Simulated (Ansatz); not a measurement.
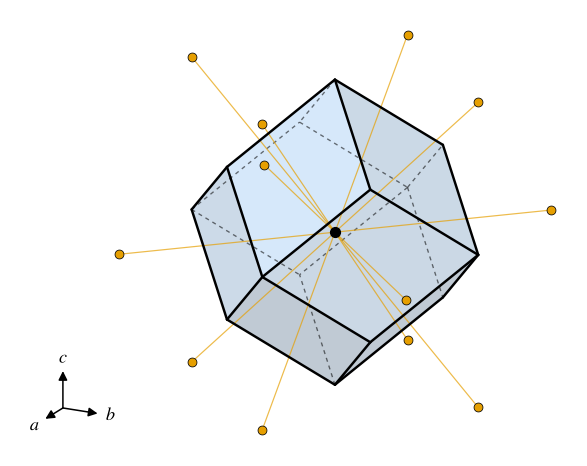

For Nb, the end point of a relaxation with DFT, LDA (PW92), plane waves (420 eV) with PAW, scalar-relativistic (Ansatz 0.2.0); the starting structure was generated, so it need not be a known form of this composition: the Wigner–Seitz cell of the crystal's lattice, with lines to the lattice points that define its faces. All values are computed from the atomic coordinates in the standard setting (tolerance 0.002 Å).

a = 5.757 Å, b = 5.757 Å, c = 5.757 Å, α = 90.00°, β = 90.00°, γ = 90.00°; lattice centring F.

Describe the polyhedron.

A rhombic dodecahedron: 12 faces (12 with 4 edges), 24 edges, 14 vertices. Its volume is that of the primitive cell, 47.7 Å³.

Which lattice vectors do the faces bisect?

```json
{"example": "1/2 a + 1/2 b", "length (Å)": "4.07", "faces": "12", "edges of each": "4", "area (Å²)": "5.9"}
```
